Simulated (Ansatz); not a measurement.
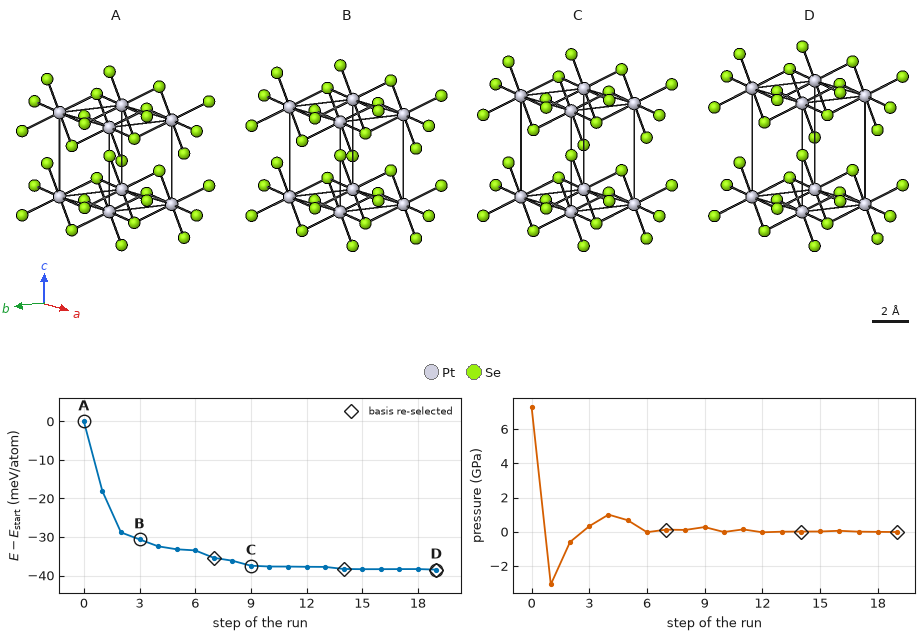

Frames of a relaxation of solid PtSe$_{2}$ (set up in P-3m1), marked on the history of the run. Style: ball-and-stick. Shown: the cell of the calculation, from a free direction.

Theory: Ansatz, DFT PBE, scalar-relativistic, plane waves, PAW. Settings: plane-wave cutoff 420 eV; k-point mesh 12 × 12 × 8; occupations gaussian; smearing width 0.1 eV; no spin polarisation; cell and atoms relaxed; force threshold 0.005 eV/Å; at most 80 steps.

Describe the path.

Answer. The energy falls by 38.5 meV per atom in 16 accepted moves (19 points after the start). The largest force component goes from 0.56 to 0.00064 eV/Å. The pressure goes from 7.31 to −0.01 GPa. The SCF was repeated 3 times at an unchanged geometry on a basis and grid sized afresh for the cell, which shifted the energy by 1.9 meV per atom at most. The largest moves relative to the cell, 0.33 Å, are those of Se atoms. Pt stays in place. Cell: a = b 3.724 → 3.752 Å (+0.7 %), c 5.062 → 6.527 Å (+28.9 %). Volume +30.9 %. Among the contacts that change: Se–Se 3.321 → 4.473 Å, Pt–Se 2.495 → 2.530 Å. The space group stays P-3m1 (No. 164). The run took 4.5 min on 1 thread of Intel(R) Xeon(R) Platinum 8259CL CPU @ 2.50GHz (Skylake/Cascade Lake) (shared host), peak memory 0.59 GiB. From step 0 to 3: Se atoms move most (0.06 Å), volume +10.2 %, energy −30.6 meV per atom. From step 3 to 9: Se atoms move most (0.14 Å), volume +10.7 %, energy −6.8 meV per atom. From step 9 to 19: Se atoms move most (0.09 Å), volume +7.3 %, energy −1.0 meV per atom.

```csv
step,"E − E(0), meV/atom","largest force component, eV/Å","pressure, GPa","volume, Å³/atom",note
0,0.00,0.5637,7.31,20.265,
1,-18.11,0.1497,-3.07,22.881,
2,-28.81,0.0781,-0.59,22.205,
3,-30.62,0.0108,0.33,22.327,
4,-32.41,0.0963,1.01,22.862,
5,-33.19,0.0694,0.68,23.303,
6,-33.48,0.0039,-0.02,23.482,
7,-35.40,0.0060,0.13,23.482,"same geometry, new basis"
8,-36.15,0.0071,0.11,23.795,
9,-37.46,0.0408,0.28,24.721,
10,-37.66,0.0320,-0.01,24.986,
11,-37.68,0.0245,0.14,25.672,
12,-37.74,0.0010,-0.03,25.610,
13,-37.76,0.0000,0.01,25.524,
14,-38.30,0.0007,0.02,25.524,"same geometry, new basis"
15,-38.36,0.0003,0.02,25.790,
16,-38.35,0.0106,0.06,26.348,
17,-38.34,0.0006,0.01,26.468,
18,-38.33,0.0007,0.00,26.519,
19,-38.47,0.0006,-0.01,26.519,"same geometry, new basis"
```

Limits of the set-up: layers or molecules are held without a dispersion correction, so their spacing is unreliable.
